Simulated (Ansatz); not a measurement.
**Single-point calculation, with input and output: Ni (part 2 of 2)**

Ni (16 atoms in the cell); DFT PBE, scalar-relativistic, plane waves, PAW, spin-polarised (Ansatz 0.2.0); cutoff 420 eV, 5×5×5 k-mesh, Gaussian smearing of 0.1 eV, collinear spins. The structure derives from a Materials Project entry. It belongs to a series of runs on one base structure; here: the perfect crystal in a cell of 16 atoms.

Geometry of the input (Å; fractional positions):
```
3.5185  3.5185  3.5185
-3.5185  -3.5185  3.5185
3.5185  -3.5185  -3.5185
Ni 0.0000  0.2500  0.7500
Ni 0.2500  0.0000  0.7500
Ni 0.0000  0.5000  0.5000
Ni 0.2500  0.2500  0.5000
Ni 0.5000  0.0000  0.5000
Ni 0.5000  0.7500  0.7500
Ni 0.7500  0.5000  0.7500
Ni 0.0000  0.0000  0.0000
Ni -0.0000  0.7500  0.2500
Ni 0.2500  0.5000  0.2500
Ni 0.5000  0.2500  0.2500
Ni 0.7500  -0.0000  0.2500
Ni 0.7500  0.7500  0.5000
Ni 0.2500  0.7500  -0.0000
Ni 0.5000  0.5000  0.0000
Ni 0.7500  0.2500  0.0000
```

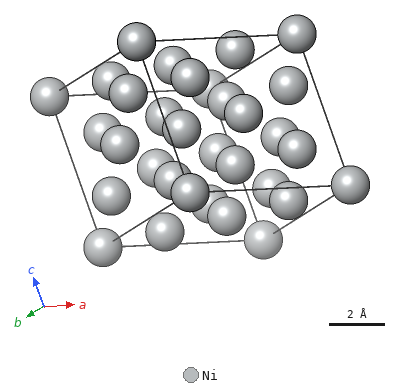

The input geometry (spheres-only view of the cell of the calculation, seen at an oblique angle).

The program's output, continued
```
  k-point 0 ↑: bands = ["-85.5282", "-85.4949", "-85.4949", "-85.4949", "-85.4949", "-85.4949", "-85.4949", "-85.4949", "-85.4949", "-85.4949", "-85.4949", "-85.4949", "-85.4949", "-85.4839", "-85.4839", "-85.4839", "-45.9911", "-45.9911", "-45.9911", "-45.9411", "-45.9411", "-45.9411", "-45.9411", "-45.9411", "-45.9411", "-45.9411", "-45.9411", "-45.9411", "-45.9411", "-45.9411", "-45.9411", "-45.8777", "-45.8777", "-45.8777", "-45.8777", "-45.8777", "-45.8777", "-45.8777", "-45.8777", "-45.8777",
      "-45.8777", "-45.8777", "-45.8777", "-45.8669", "-45.8669", "-45.8669", "-45.8669", "-45.8669", "-45.8669", "-45.8169", "-45.8169", "-45.8169", "-45.8169", "-45.8169", "-45.8169", "-45.8169", "-45.8169", "-45.8169", "-45.8169", "-45.8169", "-45.8169", "-45.7853", "-45.7853", "-45.7853", "9.0430", "13.4544", "13.4544", "13.4544", "13.8448", "13.8448", "13.8448", "13.8448", "13.8448", "13.8448", "13.8448", "13.8448", "13.8448", "13.8448", "13.8448", "13.8448",
      "13.9111", "13.9111", "13.9111", "15.0418", "15.0418", "15.0418", "15.0418", "15.0418", "15.0418", "15.0418", "15.0418", "15.0418", "15.0418", "15.0418", "15.0418", "15.3663", "15.3663", "15.3663", "15.3663", "15.3663", "15.3663", "15.3663", "15.3663", "15.3663", "15.3663", "15.3663", "15.3663", "15.6878", "15.6878", "15.6878", "16.4407", "16.4407", "16.4407", "16.4407", "16.4407", "16.4407", "16.4407", "16.4407", "16.4407", "16.4407",
      "16.4407", "16.4407", "16.7399", "16.7399", "16.7399", "16.7399", "16.7399", "16.7399", "16.7399", "16.7399", "16.7399", "16.7399", "16.7399", "16.7399", "16.8780", "16.8780", "17.5931", "17.5931", "17.5931", "17.6651", "17.6651", "17.6651", "17.6651", "17.6651", "17.6651", "19.0799", "19.0799", "19.0799", "19.0799", "19.0799", "19.0799", "19.0799", "19.0799", "19.0799", "19.0799", "19.0799", "19.0799", "20.5087", "20.5087", "20.5087",
      "27.2925", "27.2925", "27.2925", "29.5901", "29.5901", "29.5901", "29.5901", "29.5901", "29.5901", "29.5901", "29.5901", "29.5901", "29.5901", "29.5901", "29.5901", "30.9589", "30.9589", "30.9589", "30.9589", "30.9589"]
  k-point 1 ↑: bands = ["-85.5261", "-85.5028", "-85.4981", "-85.4981", "-85.4981", "-85.4981", "-85.4938", "-85.4938", "-85.4916", "-85.4916", "-85.4916", "-85.4916", "-85.4891", "-85.4849", "-85.4849", "-85.4839", "-45.9851", "-45.9837", "-45.9837", "-45.9556", "-45.9556", "-45.9556", "-45.9556", "-45.9432", "-45.9432", "-45.9427", "-45.9416", "-45.9416", "-45.9416", "-45.9416", "-45.9177", "-45.9105", "-45.8820", "-45.8820", "-45.8820", "-45.8820", "-45.8767", "-45.8767", "-45.8759", "-45.8679",
      "-45.8679", "-45.8649", "-45.8649", "-45.8640", "-45.8539", "-45.8539", "-45.8539", "-45.8539", "-45.8469", "-45.8304", "-45.8251", "-45.8251", "-45.8251", "-45.8251", "-45.8245", "-45.8245", "-45.8131", "-45.8131", "-45.8131", "-45.8131", "-45.8052", "-45.7984", "-45.7893", "-45.7864", "9.3031", "12.6251", "13.3060", "13.3060", "13.3060", "13.3060", "13.5316", "13.5316", "13.5877", "13.9411", "13.9411", "13.9943", "13.9943", "13.9977", "14.1191", "14.1191",
      "14.1191", "14.1191", "14.4272", "14.8887", "14.8887", "14.9428", "15.0485", "15.1050", "15.1050", "15.1050", "15.1050", "15.1522", "15.1522", "15.1522", "15.1522", "15.2460", "15.2741", "15.2741", "15.2741", "15.2741", "15.2867", "15.2867", "15.5473", "15.5473", "15.5473", "15.5473", "15.6145", "15.7148", "15.7416", "15.7562", "16.2716", "16.2716", "16.2716", "16.2716", "16.3999", "16.3999", "16.3999", "16.3999", "16.4254", "16.4265",
      "16.5964", "16.6604", "16.6604", "16.8228", "16.8490", "16.8490", "16.8490", "16.8490", "16.8713", "16.8713", "16.8853", "17.0413", "17.0729", "17.0729", "17.0729", "17.0729", "17.1773", "17.2692", "17.2692", "17.4833", "17.5387", "17.5387", "17.5995", "17.5995", "17.6234", "17.9113", "18.3807", "18.3807", "18.3807", "18.3807", "19.1597", "19.1597", "19.9770", "19.9770", "19.9770", "19.9770", "20.2461", "20.2461", "21.0532", "21.2579",
      "26.9938", "26.9938", "26.9938", "26.9938", "27.0884", "27.3538", "28.2383", "28.2383", "29.3355", "29.3628", "29.3628", "29.3628", "29.3628", "29.7933", "29.7933", "30.6875", "31.0746", "31.0746", "31.7153", "31.7153"]
  k-point 2 ↑: bands = ["-85.5202", "-85.5118", "-85.5002", "-85.5002", "-85.5002", "-85.5002", "-85.4911", "-85.4911", "-85.4896", "-85.4896", "-85.4896", "-85.4896", "-85.4877", "-85.4877", "-85.4857", "-85.4842", "-45.9711", "-45.9711", "-45.9711", "-45.9711", "-45.9679", "-45.9665", "-45.9665", "-45.9510", "-45.9510", "-45.9455", "-45.9455", "-45.9455", "-45.9455", "-45.9419", "-45.9253", "-45.8989", "-45.8777", "-45.8748", "-45.8748", "-45.8748", "-45.8748", "-45.8740", "-45.8740", "-45.8706",
      "-45.8706", "-45.8571", "-45.8571", "-45.8560", "-45.8441", "-45.8417", "-45.8417", "-45.8335", "-45.8335", "-45.8335", "-45.8335", "-45.8331", "-45.8299", "-45.8299", "-45.8299", "-45.8299", "-45.8208", "-45.8164", "-45.8164", "-45.8164", "-45.8164", "-45.8013", "-45.7961", "-45.7899", "10.0598", "11.2308", "12.9341", "12.9341", "12.9341", "12.9341", "13.7370", "13.7370", "13.9322", "13.9555", "13.9555", "14.1337", "14.1337", "14.1337", "14.1337", "14.2274",
      "14.2274", "14.2370", "14.3329", "14.5544", "14.5589", "14.5589", "15.0235", "15.0235", "15.0235", "15.0235", "15.1938", "15.1938", "15.1938", "15.1938", "15.2057", "15.4268", "15.5455", "15.5455", "15.5489", "15.5489", "15.5489", "15.5489", "15.6835", "15.6835", "15.6835", "15.6835", "15.6909", "15.8938", "15.8966", "15.9114", "16.1037", "16.1037", "16.1037", "16.1037", "16.1342", "16.3465", "16.3465", "16.3465", "16.3465", "16.3670",
      "16.3722", "16.3722", "16.5259", "16.6835", "16.8736", "16.9594", "17.0438", "17.0438", "17.1462", "17.1462", "17.2055", "17.2306", "17.2306", "17.2306", "17.2306", "17.2603", "17.3017", "17.3552", "17.3552", "17.3970", "17.3970", "17.3970", "17.3970", "17.4144", "17.4144", "17.5001", "17.7738", "17.7738", "17.7738", "17.7738", "19.4000", "19.4000", "19.7854", "19.7854", "21.1374", "21.1374", "21.1374", "21.1374", "22.8519", "23.7967",
      "24.6270", "24.6270", "24.6270", "24.6270", "24.8308", "26.9036", "27.9205", "28.3136", "28.9805", "28.9805", "28.9805", "28.9805", "30.3811", "30.3811", "30.4972", "30.4972", "31.2828", "31.2828", "31.3820", "31.3820"]
  k-point 9 ↓: bands = ["-84.6420", "-84.6344", "-84.6344", "-84.6344", "-84.6344", "-84.6279", "-84.6234", "-84.6234", "-84.6234", "-84.6234", "-84.6126", "-84.6126", "-84.6126", "-84.6126", "-84.6120", "-84.6120", "-45.1552", "-45.1552", "-45.1552", "-45.1552", "-45.1027", "-45.1027", "-45.0863", "-45.0863", "-45.0863", "-45.0863", "-45.0802", "-45.0802", "-45.0802", "-45.0802", "-45.0753", "-45.0629", "-45.0629", "-45.0477", "-45.0477", "-45.0477", "-45.0477", "-45.0197", "-45.0197", "-45.0143",
      "-45.0143", "-45.0143", "-45.0143", "-45.0094", "-44.9891", "-44.9891", "-44.9786", "-44.9786", "-44.9786", "-44.9786", "-44.9730", "-44.9730", "-44.9730", "-44.9730", "-44.9704", "-44.9704", "-44.9704", "-44.9704", "-44.9663", "-44.9663", "-44.9663", "-44.9663", "-44.9630", "-44.9630", "10.9781", "12.0400", "12.0400", "12.0400", "12.0400", "12.8535", "13.7282", "13.7282", "13.7282", "13.7282", "14.6312", "14.6312", "14.8018", "14.8018", "14.8018", "14.8018",
      "15.1790", "15.2627", "15.2627", "15.4868", "15.4868", "15.4868", "15.4868", "15.6087", "15.6087", "15.6087", "15.6087", "15.6806", "15.6806", "15.6806", "15.6806", "15.7716", "16.1835", "16.1835", "16.3107", "16.3107", "16.3107", "16.3107", "16.3972", "16.3972", "16.3972", "16.3972", "16.6634", "16.6634", "16.6634", "16.6634", "16.8990", "16.9173", "17.0604", "17.0604", "17.2480", "17.2480", "17.2480", "17.2480", "17.3603", "17.3603",
      "17.3603", "17.3603", "17.4016", "17.4016", "17.4016", "17.4016", "17.4110", "17.4110", "17.4110", "17.4110", "17.5104", "17.5104", "17.6889", "17.6889", "17.7490", "17.9401", "17.9401", "17.9401", "17.9401", "17.9786", "18.2855", "18.2855", "18.2855", "18.2855", "18.4991", "18.4991", "18.4991", "18.4991", "18.5747", "18.5747", "18.7433", "18.7433", "18.7433", "18.7433", "24.4771", "24.4771", "24.4771", "24.4771", "24.5590", "24.5590",
      "24.8048", "24.8048", "24.8048", "24.8048", "26.1915", "26.1915", "26.1915", "26.1915", "27.5348", "27.5348", "28.0670", "28.0670", "28.7589", "28.7589", "28.7589", "28.7589", "29.6486", "29.6486", "30.2817", "30.2817"]
--- Löwdin populations: 16 sites ---
  site symbol       q [e]    m [muB]
     0     Ni     17.7789     0.6848
     1     Ni     17.7789     0.6848
     2     Ni     17.7789     0.6848
     3     Ni     17.7789     0.6848
     4     Ni     17.7789     0.6848
     5     Ni     17.7789     0.6848
     6     Ni     17.7789     0.6848
     7     Ni     17.7789     0.6848
     8     Ni     17.7789     0.6848
     9     Ni     17.7789     0.6848
    10     Ni     17.7789     0.6848
    11     Ni     17.7789     0.6848
    12     Ni     17.7789     0.6848
    13     Ni     17.7789     0.6848
    14     Ni     17.7789     0.6848
    15     Ni     17.7789     0.6848
  spilling = 0.012283 (of n_electrons = 288.000000)
```

Key numbers

| quantity | value |
| --- | --- |
| outcome | converged |
| space group (tolerance 0.01 Å) | Fm-3m (225) |
| electrons treated | 288 |
| free energy | −93435.6041 eV |
| Fermi energy | 18.168 eV |
| gap on the k-point mesh | none (metallic) |
| net moment of the cell | 10.46 μB |
| integrated absolute moment | 11.93 μB |
| pressure | 0.10 GPa |
| largest force (length of the vector) | under 0.001 eV/Å |
| hardware | 4 threads of AMD EPYC (Zen 3), 189 GiB of memory available, shared host |
| wall time | 58 s (CPU time 2.9 min) |
| peak memory | 1.2 GiB |
